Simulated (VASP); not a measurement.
```
Cu
1.0
     2.99557    0.00000    0.00000
     0.00000    2.99557    0.00000
     0.00000    0.00000    2.99557
Cu
2
Cartesian
  0.0000 0.0000 0.0000
  1.4978 1.4978 1.4978
```

Space group Im-3m; a generated structure, not necessarily the stable one; changed on purpose from its base cell (volume × 1.08); computed pressure about −7 GPa in this cell.

Theory: VASP, Kohn-Sham DFT of a periodic cell, RPBE, VASP PAW PBE potentials, recommended.

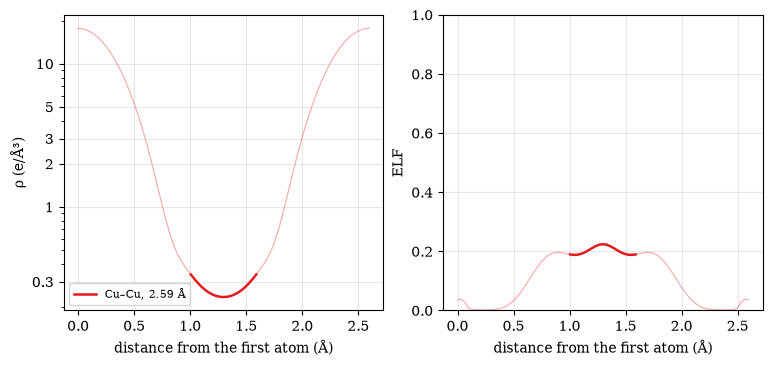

Cu. Valence pseudo-density and ELF along straight lines between neighbouring atoms. Thin, pale parts lie inside the atomic spheres.

The density is the valence pseudo-density of a PAW calculation; it isn't the true density close to the nuclei.

**What can be read from the curves?**

Cu–Cu (2.59 Å): ρ is about 0.23 e/Å³ halfway; the ELF is about 0.20 at the midpoint (no localised pair shows between them).
